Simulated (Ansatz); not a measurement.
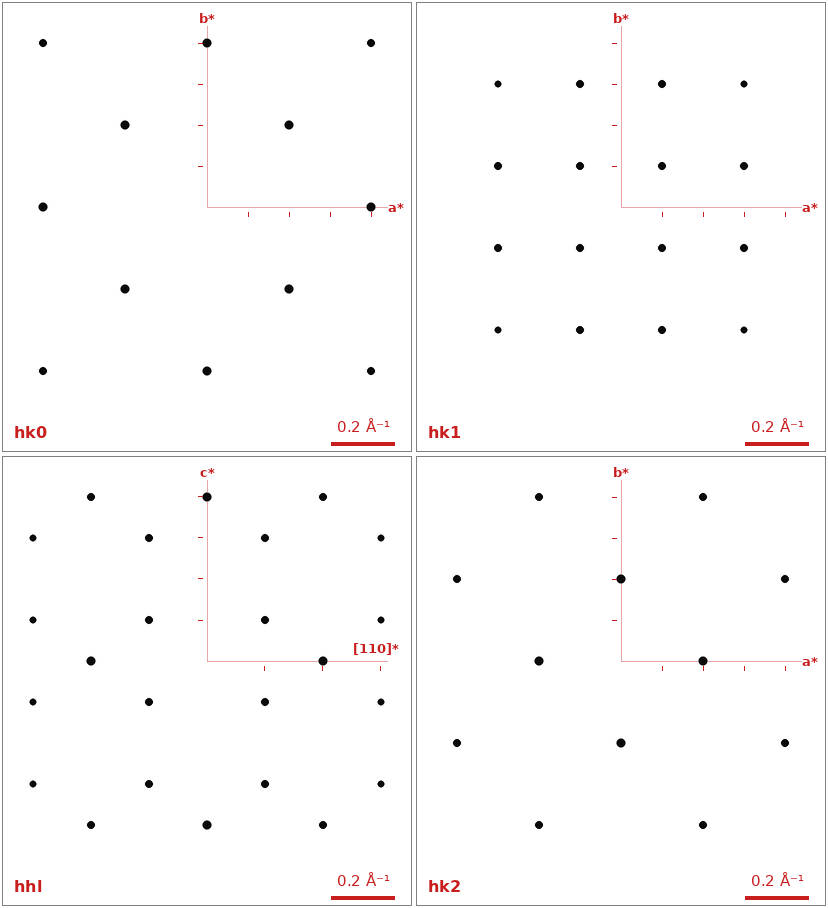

Simulated precession-type sections (X-rays; kinematic intensities, B = 0.5 Å²). The ticks mark integer indices of the conventional cell.

The compound is Na. Structure: the geometry relaxed with DFT, PBE, plane waves (420 eV) with PAW, scalar-relativistic in Ansatz 0.2.0; the starting structure was generated, so it need not be a known form of this composition.

### Read the reciprocal cell and give the direct cell.

a* = 0.132, b* = 0.132, c* = 0.132 Å⁻¹; the cell is cubic with a = 7.57 Å.

### Which reflection conditions do the layers show?

Reflections are present only under these conditions. hkl: h + k = 2n, h + l = 2n; hk0: h = 2n, h + k = 4n; hhl: h + l = 2n; h00: h = 4n. The lattice is face-centred (F). Further gaps, such as 2 2 2, 4 4 2, come from atoms on special positions, not from the group's general conditions.

### Which space groups fit?

The intensities have Laue symmetry m-3m (the hk0 layer shows 4mm, hk1 shows 4mm). With these conditions only Fd-3m (No. 227) fits.
